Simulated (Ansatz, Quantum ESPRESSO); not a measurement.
# ZnSe (Stilleite): from Born charge to LO-TO splitting

Aim: work out the LO frequency and the static dielectric constant of ZnSe (Stilleite) from one linear-response run, then check them.

Program: Quantum ESPRESSO 8.0 development, patched. Level of theory: DFT LDA, scalar-relativistic, plane waves, PseudoDojo norm-conserving pseudopotentials. Results are calculated unless marked as measured.

**1. Set-up**

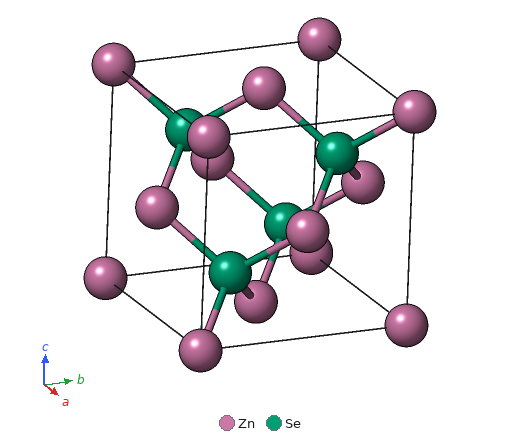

The starting structure, seen slightly off an axis (zinc pink, selenium teal). This picture shows the conventional cell, with its axes. Bonds to atoms that aren't drawn are left out. Some periodic images of atoms are drawn too.

Structure file:

```xyz
2
Lattice="-2.7831 0.0000 2.7831 0.0000 2.7831 2.7831 -2.7831 2.7831 0.0000" Properties=species:S:1:pos:R:3 pbc="T T T"
Zn    0.0000    0.0000    0.0000
Se   -1.3916    1.3916    1.3916
```

This is the cell after its relaxation at this level of theory, not the database cell from which that began.

**2. What the response run gave**

A linear-response run on the relaxed cell, with the response to an electric field; only its zone-centre results are used. Cutoff 86 Ry, k mesh 12×12×12.

What it wrote:

```text
[banners, grids, parts of the stress and lines that vanish by symmetry left out]
Program PHONON v.8.0dev
     Dynamical matrices for q-points given in input
     (   1q-points):
[...]
Exchange-correlation= PW
                           (   1   4   0   0   0   0   0)
[...]
kinetic-energy cut-off    =      86.0000  Ry
     charge density cut-off    =     344.0000  Ry
     convergence threshold     =      1.0E-18
[...]
Exchange-correlation= PW
                           (   1   4   0   0   0   0   0)
[...]
q = (   0.0000000   0.0000000   0.0000000 )
     25 Sym.Ops. (with q -> -q+G )
     G cutoff =  482.0427  (  31283 G-vectors)     FFT grid: ( 45, 45, 45)
     number of k points=    72
[...]
Mode symmetry, T_d (-43m)  point group:
[...]
Dielectric constant
[...]
End of electric fields calculation
          Dielectric constant in cartesian axis
          (       7.638005906      -0.000000000      -0.000000000 )
          (      -0.000000000       7.638005906      -0.000000000 )
          (      -0.000000000      -0.000000000       7.638005906 )
          Effective charges (d Force / dE) in cartesian axis without acoustic sum rule applied (asr)
           atom    1  Zn    Mean Z*:        1.96843
      Ex  (        1.96843        0.00000        0.00000 )
      Ey  (        0.00000        1.96843        0.00000 )
      Ez  (        0.00000        0.00000        1.96843 )
           atom    2  Se    Mean Z*:       -1.97298
      Ex  (       -1.97298        0.00000        0.00000 )
      Ey  (        0.00000       -1.97298        0.00000 )
      Ez  (        0.00000        0.00000       -1.97298 )
          Effective charges Sum: Mean:       -0.00454
[...]
Effective charges (d Force / dE) in cartesian axis with asr applied:
           atom    1  Zn    Mean Z*:        1.97071
[...]
atom    2  Se    Mean Z*:       -1.97071
[...]
Dielectric constant from finite-differences
          (       7.637762935      -0.000000000       0.000000000 )
          (      -0.000000000       7.637762935       0.000000000 )
          (       0.000000000       0.000000000       7.637762935 )
[...]
(      -0.000000000       0.000000000      -0.000000000 )
          (       0.000000000       0.000000000     -46.862356789 )
          (      -0.000000000     -46.862356789      -0.000000000 )
          (      -0.000000000       0.000000000     -46.862356789 )
          (       0.000000000       0.000000000      -0.000000000 )
          (     -46.862356789      -0.000000000       0.000000000 )
          (      -0.000000000     -46.862356789      -0.000000000 )
          (     -46.862356789       0.000000000       0.000000000 )
[...]
(      -0.000000000      -0.000000000      -0.000000000 )
          (      -0.173463148      -0.000000000      -0.000000000 )
          (       0.000000000      -0.173463148       0.000000000 )
          (      -0.173463148      -0.000000000       0.000000000 )
          (       0.000000000       0.000000000      -0.000000000 )
[...]
Representation #   1 modes #   1   2   3
[...]
End of self-consistent calculation
     Convergence has been achieved
     Representation #   2 modes #   4   5   6
[...]
End of self-consistent calculation
     Convergence has been achieved
[...]
Dielectric constant in cartesian axis
          (       7.638005906      -0.000000000      -0.000000000 )
          (      -0.000000000       7.638005906      -0.000000000 )
          (      -0.000000000      -0.000000000       7.638005906 )
          Effective charges (d Force / dE) in cartesian axis without acoustic sum rule applied (asr)
           atom    1  Zn    Mean Z*:        1.96843
      Ex  (        1.96843        0.00000        0.00000 )
      Ey  (        0.00000        1.96843        0.00000 )
      Ez  (        0.00000        0.00000        1.96843 )
           atom    2  Se    Mean Z*:       -1.97298
      Ex  (       -1.97298        0.00000        0.00000 )
      Ey  (        0.00000       -1.97298        0.00000 )
      Ez  (        0.00000        0.00000       -1.97298 )
          Effective charges Sum: Mean:       -0.00454
[...]
Effective charges (d Force / dE) in cartesian axis with asr applied:
           atom    1  Zn    Mean Z*:        1.97071
[...]
atom    2  Se    Mean Z*:       -1.97071
[...]
q = (    0.000000000   0.000000000   0.000000000 )
[...]
freq (    1) =      -0.033185 [THz] =      -1.106925 [cm-1]
     freq (    2) =      -0.033185 [THz] =      -1.106925 [cm-1]
     freq (    3) =      -0.033185 [THz] =      -1.106925 [cm-1]
     freq (    4) =       6.557355 [THz] =     218.729830 [cm-1]
     freq (    5) =       6.557355 [THz] =     218.729830 [cm-1]
     freq (    6) =       6.557355 [THz] =     218.729830 [cm-1]
[...]
Mode symmetry, T_d (-43m)  point group:
     freq (   1-   3) =         -1.1  [cm-1]   --> T_2  G_15 P_4   I+R
     freq (   4-   6) =        218.7  [cm-1]   --> T_2  G_15 P_4   I+R

   JOB DONE.
```

| quantity | value |
| --- | --- |
| cell volume Ω (Å³) | 43.114 |
| mass of Zn (u) | 65.380 |
| mass of Se (u) | 78.971 |
| Born charge of Zn, raw (e) | 1.968 |
| Born charge of Se, raw (e) | -1.973 |
| ε∞ | 7.638 |
| ω(TO) after the sum rule (cm⁻¹) | 218.7 |

**3. The calculation**

The charges must sum to zero over the cell; taking off their mean, -0.002 e, leaves Z* = 1.971 e on Zn. In the polar mode Zn moves against Se, so the reduced mass is μ = 65.38 × 78.97 / 144.35 = 35.768 u.

A longitudinal wave builds up a field that adds to the restoring force: ω(LO)² = ω(TO)² + 4π Z*² / (μ Ω ε∞), in Hartree atomic units. With μ = 65201 electron masses and Ω = 290.95 bohr³ the second term is 3.3682e-07 Ha², or 16225 cm⁻² (1 Ha = 219474.6 cm⁻¹).

So ω(LO) = √(47843 + 16225) = 253.1 cm⁻¹, and by the Lyddane-Sachs-Teller relation ε₀ = ε∞ (ω(LO)/ω(TO))² = 10.23.

**4. Check against the program**

The analysis program adds the same non-analytic term to the full matrix, here for q along (1 0 0).

What it wrote:

```text
[banner, memory and clock lines left out]
Program DYNMAT v.8.0dev

     Reading Dynamical Matrix from file g.dyn
     ...Force constants read
     ...epsilon and Z* read
     ...Raman cross sections read

     Polarizability (A^3 units)
     multiply by 0.311268 for Clausius-Mossotti correction (not under assume_isolated = 'mt')
        22.774368   -0.000000   -0.000000
        -0.000000   22.774368   -0.000000
        -0.000000   -0.000000   22.774368

     IR activities are in (D/A)^2/amu units
     Raman activities are in A^4/amu units
     multiply Raman by 0.009387 for Clausius-Mossotti correction (not under assume_isolated = 'mt')

# mode   [cm-1]    [THz]      IR          Raman   depol.fact
    1     -0.00   -0.0000    0.0000         0.0000    0.7500
    2     -0.00   -0.0000    0.0000         0.0000    0.7500
    3      0.00    0.0000    0.0000         0.0000    0.7500
    4    218.73    6.5574    2.5051         0.7340    0.7500
    5    218.73    6.5574    2.5051         0.7340    0.7500
    6    253.12    7.5882    2.5051         0.7340    0.7500
```

ε₀ comes from the program's run without a direction of q.

| quantity | by hand | program |
| --- | --- | --- |
| ω(LO) (cm⁻¹) | 253.1 | 253.1 |
| ε₀ | 10.23 | 10.23 |

**5. Results**

```
TO mode                    : 218.7 cm⁻¹
LO mode                    : 253.1 cm⁻¹
static dielectric constant : 10.23
```

In words: The LO mode of ZnSe (Stilleite) lies at 253 cm⁻¹, 34 cm⁻¹ above the TO mode; the formula meets the program within 0.1 cm⁻¹, as it must for a cubic crystal with one polar mode. ω(LO)² − ω(TO)² goes with Z*²/ε∞: an error of 5 % in ε∞ would move the LO mode by 1.5 cm⁻¹, and semilocal functionals tend to overestimate ε∞. These are harmonic values at zero temperature, at the volume of this functional, for the structure held cubic; stability elsewhere in the zone is no part of this calculation.

[Host names and launcher messages were left out of these logs when they were recorded.]

[Logs are printed without paths, hosts, clocks, repeated set-up lines and the standing remarks that a program may print on its own settings, such as how far it seeks lower states.]

[Hosts, paths, dates, database ids (printed as entryN), source tags and the programs' standing remarks are cut or masked in the printed files.]
